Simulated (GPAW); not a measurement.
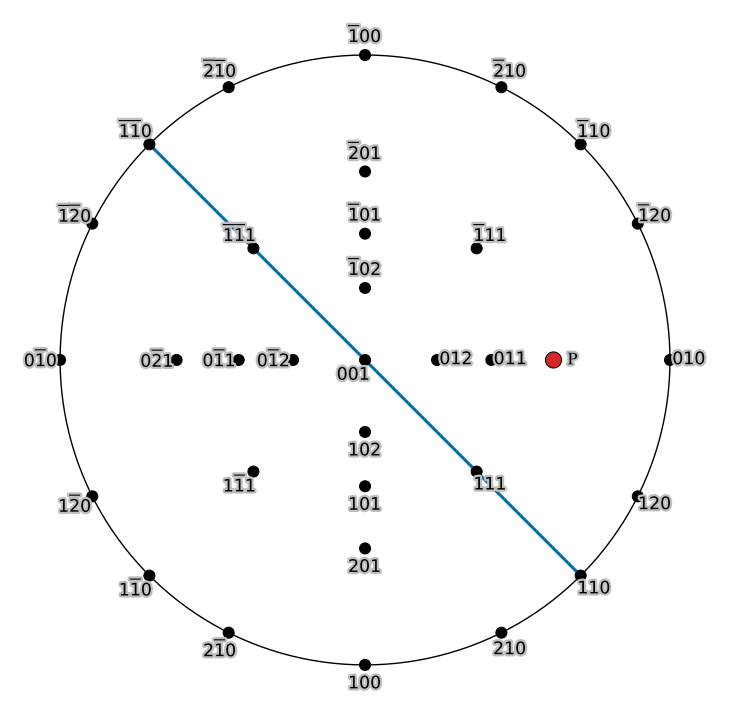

For GaN, a cell listed in the Materials Project, as set up for an electronic-structure calculation: stereographic projection of plane normals (upper hemisphere) centred on (0 0 1). The drawing is computed from the coordinates (standard cell, symmetry found to 0.002 Å).

a = 4.270 Å, b = 4.270 Å, c = 4.270 Å, α = 90.00°, β = 90.00°, γ = 90.00°.

Question: Index the pole marked P.

Answer: P is (0 2 1), 63.4° from the centre.

Question: Which zone does the coloured great circle trace?

Answer: The zone [1 −1 0]: its poles satisfy h − k = 0.

Question: What is the angle between the normals of (0 −1 2) and (−2 0 1), and what are their d_hkl = 1/|g|?

Answer: 66.4°; d = 1.910 Å and 1.910 Å.
